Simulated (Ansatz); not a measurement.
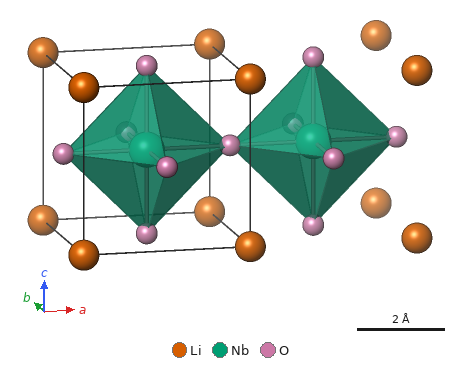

A crystal of LiNbO3 (built on the cubic perovskite type), before the relaxation. A polyhedral model of the cell of the calculation, repeated 2 × 1 × 1 with one cell outlined, seen slightly off an axis.

The calculation used Ansatz, DFT, PBEsol, plane waves, PAW.

Input
```yaml
crystal:
  lattice:
    - [3.9560242286, 0.0, 0.0]
    - [0.0, 3.9560242286, 0.0]
    - [0.0, 0.0, 3.9560242286]
  atoms:
    - { symbol: Li, position: [0.0, 0.0, 0.0] }
    - { symbol: Nb, position: [0.5, 0.5, 0.5] }
    - { symbol: O, position: [0.5, 0.5, 0.0] }
    - { symbol: O, position: [0.5, 0.0, 0.5] }
    - { symbol: O, position: [0.0, 0.5, 0.5] }
kpoints:
  mp_grid: { grid: [6, 6, 6] }
hamiltonian:
  xc: pbesol
scf:
  occupations: { method: fermi_dirac, width: 0.02 }
relax:
  f_tol: 0.005
  cell: {}
output:
  write_density: true
  write_potential: true
  elf: true
  volumetric_format: npy
```

Launched with:
```bash
ansatz run input.yaml --threads 2 --pin off --max-ram 29491MiB --backend cpu --events-out ev --progress --plain --runs-dir out
```

Where does the relaxation end?

Answer. Over 3 accepted moves (5 points after the start) the energy falls by 3.7 meV per atom. All forces vanish by symmetry, so only the cell relaxes. The pressure goes from −4.25 to −0.01 GPa. The SCF was repeated twice at an unchanged geometry on a basis and grid sized afresh for the cell, which shifted the energy by 0.8 meV per atom at most. No atom moves by more than 0.005 Å relative to the cell. The drawn cell changes as follows: a = b = c 3.956 → 3.926 Å (−0.8 %); the volume changes by −2.2 %. Near-neighbour distances that change, for instance: Nb2–O3 1.978 → 1.963 Å. The space group stays Pm-3m (No. 221). The run took 4.2 s on 2 threads of AMD EPYC 7R13 Processor (Zen 3) (shared host), peak memory 0.5 GiB.

Final geometry:

```xyz
5
Lattice="3.9262 0.0000 0.0000 0.0000 3.9262 0.0000 0.0000 0.0000 3.9262" Properties=species:S:1:pos:R:3 pbc="T T T"
Li    0.0000    0.0000    0.0000
Nb    1.9631    1.9631    1.9631
O     1.9631    1.9631    0.0000
O     1.9631    0.0000    1.9631
O     0.0000    1.9631    1.9631
```
